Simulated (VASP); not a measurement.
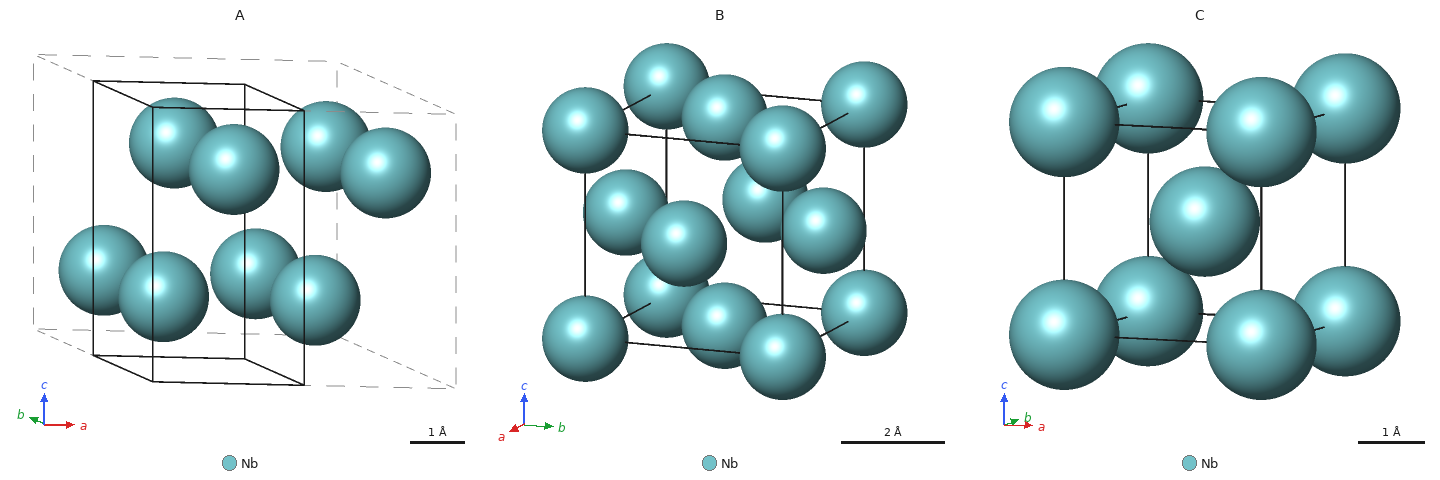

Three structures of Nb, each relaxed (cell and atoms) at zero pressure; conventional cells in solid outline, small ones repeated, each panel with its own scale. Alike in all runs: VASP 6.6.1; functional PBEsol; VASP's PAW PBE potentials, release 64 (Nb_sv); cutoff 600 eV; occupations gaussian, width 0.1 eV; no spin polarisation; no spin-orbit coupling. The k meshes have like spacings.

Question: Give the type and space group of each panel.

Answer: A: hexagonal close-packed (Mg type), P6₃/mmc; B: face-centred cubic (Cu type), Fm-3m; C: body-centred cubic (W type), Im-3m.

Question: Rank them by energy, lowest first.

Answer: C, then A (+310 meV/atom) and B (+345 meV/atom), static energies at zero smearing.

Question: Collect the results in a table.

Answer:
| panel | space group | E − E(lowest) (meV/atom) | volume (Å³/atom) |
| --- | --- | --- | --- |
| C | Im-3m | 0 | 17.5 |
| A | P6₃/mmc | 310 | 18.0 |
| B | Fm-3m | 345 | 18.1 |

The starts are database entries or structure types tried for this composition, and the most stable form need not be among them.
